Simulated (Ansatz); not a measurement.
**Energy of C along an even scaling of the cell**

System: C (Fd-3m, 2 atoms in the cell).
Method: DFT, BLYP, plane waves (420 eV) with PAW, scalar-relativistic, no spin polarisation (Ansatz 0.2.0).

The 6 runs differ only in the geometry, by an even scaling of the cell at fixed fractional positions.

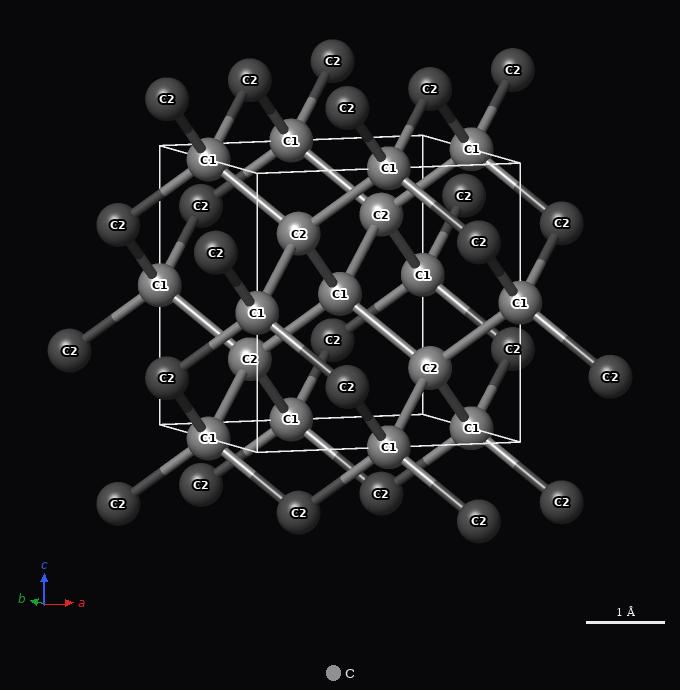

Figure 1. The structure of run 4 (ball-and-stick view of the cell 4 times as large as that of the calculation, set on its symmetry axes, seen slightly off an axis; neighbours outside the cell are drawn fainter; atoms are numbered from 1 in the order of the input).

## Input of run 4
```yaml
crystal:
  lattice:
    - [0.0, 1.7987273401, 1.7987273401]
    - [1.7987273401, 0.0, 1.7987273401]
    - [1.7987273401, 1.7987273401, 0.0]
  atoms:
    - { symbol: C, position: [0.5, 0.5, 0.5] }
    - { symbol: C, position: [0.75, 0.75, 0.75] }
hamiltonian:
  xc: blyp
  pseudopotentials:
    kind: paw
    azcp:
      C: "pseudopotentials/C.paw.azcp"
basis:
  ecutwfc: 420
  fft_grid_basis: typed
kpoints:
  mp_grid: { grid: [13, 13, 13], shift: [0, 0, 0] }
magnetization:
  spin_polarized: false
scf:
  occupations: { method: fermi_dirac, width: 0.05 }
  lower_state_search: "off"
output:
  stress: true
```

Lattice vectors (Å) and fractional positions of run 4:
```
   0.000000    1.798727    1.798727
   1.798727    0.000000    1.798727
   1.798727    1.798727    0.000000
C   0.500000  0.500000  0.500000
C   0.750000  0.750000  0.750000
```

Run 2 differs from it as follows:
```diff
-    - [0.0, 1.7987273401, 1.7987273401]
-    - [1.7987273401, 0.0, 1.7987273401]
-    - [1.7987273401, 1.7987273401, 0.0]
+    - [0.0, 1.7494221124, 1.7494221124]
+    - [1.7494221124, 0.0, 1.7494221124]
+    - [1.7494221124, 1.7494221124, 0.0]
```

## Results, with one run withheld

| run | volume per atom (Å³) | free energy per atom, from the lowest run given (meV) | pressure (GPa) |
| --- | --- | --- | --- |
| 1 | 5.121 | 130.01 | 65.90 |
| 2 | 5.354 | ? | ? |
| 3 | 5.587 | 12.61 | 17.92 |
| 4 | 5.820 | 0.00 | 0.00 |
| 5 | 6.052 | 11.15 | −14.80 |
| 6 | 6.285 | 41.79 | −27.02 |

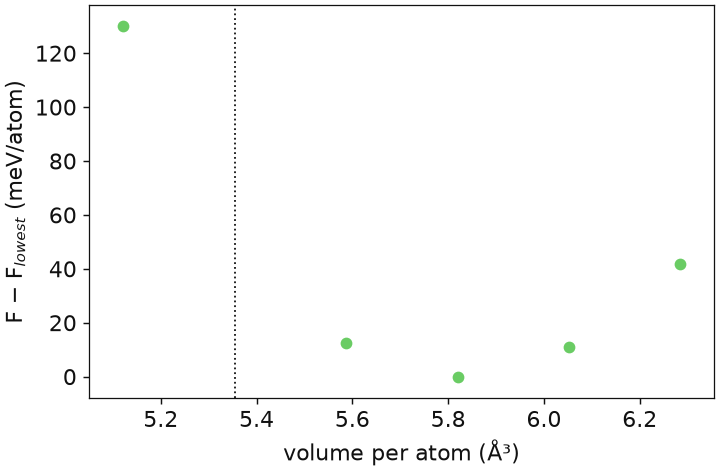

Figure 2. Free energy per atom of the runs given; the dotted line marks run 2.

Fit the runs given and predict run 2.

A cubic polynomial in V^(−2/3) (the Birch–Murnaghan form), fitted to the 5 runs given, misses them by at most 0.04 meV per atom. With x = V^(−2/3) − 0.31160 Å⁻², it reads F = 1.1395 + 871.55 x + 1.7319e+05 x² − 66034 x³ (meV per atom). At run 2 it gives 53.86 meV per atom, and the run itself gives 53.97. The slope of the fit gives a pressure −dF/dV of 39.59 GPa there, and the run prints 39.60 GPa. The fit has its minimum at 5.819 Å³ per atom, where V d²F/dV² gives 406 GPa: the bulk modulus at this level, since symmetry fixes the shape and the positions.

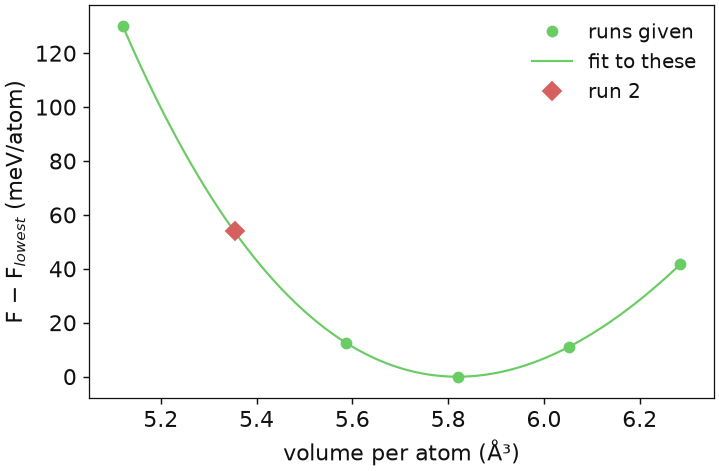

Figure 3. The fit and the withheld run.

## Output, shortened to warnings, some set-up lines, iterations and results (run 2)
```
Basis set: ecut = 420 eV, 181 PW (Γ), exchange–correlation on 36×36×36 points (8 copies of the dense FFT grid, shifted against one another)
Symmetry: 48 space group operations
k-points: 84 of 2197
Initial density: superposition of atomic densities (neutral atoms: chi_scale 0, normalization atom), corrected by the library's trained network
[...]
SCF iter   1: F=—  HF=-502.892859 eV  |F-HF|=—  |Δ(HF+E_count)|=         —  Δρ=1.63e-2  dr2=1.90e-2  ethr=1.77e-3  ⟨swp⟩=4.6  Hψ=4360  notcnv=0
SCF iter   2: F=—  HF=-502.885029 eV  |F-HF|=—  |Δ(HF+E_count)|=   7.83e-3  Δρ=5.76e-3  dr2=2.30e-3  ethr=2.37e-4  ⟨swp⟩=2.0  Hψ=1678  notcnv=0
SCF iter   3: F=—  HF=-502.883992 eV  |F-HF|=—  |Δ(HF+E_count)|=   1.04e-3  Δρ=1.97e-4  dr2=9.32e-7  ethr=2.87e-5  ⟨swp⟩=2.3  Hψ=1323  notcnv=0
SCF iter   4: F=—  HF=-502.883996 eV  |F-HF|=—  |Δ(HF+E_count)|=   4.18e-6  Δρ=3.70e-5  dr2=2.02e-8  ethr=1.16e-8  ⟨swp⟩=2.1  Hψ=998  notcnv=0
SCF iter   5: F=-502.883997 eV  HF=-502.883997 eV  |F-HF|=4.16e-10  |Δ(HF+E_count)|=   9.22e-8  Δρ=2.33e-6  dr2=8.24e-11  ethr=2.53e-10  ⟨swp⟩=2.0  Hψ=1008  notcnv=0
SCF iter   6: F=-502.883997 eV  HF=-502.883997 eV  |F-HF|=3.98e-13  |Δ(HF+E_count)|=  4.26e-10  Δρ=5.96e-8  dr2=7.46e-14  ethr=1.03e-12  ⟨swp⟩=1.0  Hψ=2016  notcnv=0
SCF 1 converged in 6 iterations: F = -502.883997 eV  dr2 = 7.46e-14
SCF converged after 6 iterations
Free energy (F): -502.883997 eV
Harris-Foulkes:  -502.883997 eV  (|F-HF|=3.98e-13)
Internal energy: -502.883997 eV  (E = F + TS)
E sigma→0 (E₀):  -502.883997 eV
Fermi energy:    16.945418 eV
--- Per-component energies (eV) ---
  E_band       = 43.867738
  E_kinetic    = 190.257302
  E_local      = -122.242238  (includes V_loc(G=0)·N_el)
  E_nonlocal   = 55.942860
  E_hartree    = 27.090058
  E_xc         = -96.452564
  E_vxc        = -119.571890  (∫ρ·V_xc dr)
  E_paw        = -202.769115  (= ΣΔE_a)
  E_vpaw       = -14.698427  (= ΣTr[D̂ρ^β])
  E_aug_tail   = 0.000015  (compensation charges beyond the density's cutoff)
  E_ewald      = -354.713624
  E_core_change = 0.003309  (= ΣΔE_core)
  E_smearing   = -0.000000  (= −TS)
  E_closure    = -0.000000  (closes the sum)
  Σ components = -502.883997   (vs F -502.883997, Δ=0.00e0)
--- Stress (GPa, compression-positive) ---
       39.604807       0.000000      -0.000000
        0.000000      39.604807       0.000000
        0.000000       0.000000      39.604807
  P = ⅓ Tr σ = 39.6048 GPa (396.048 kbar)
```
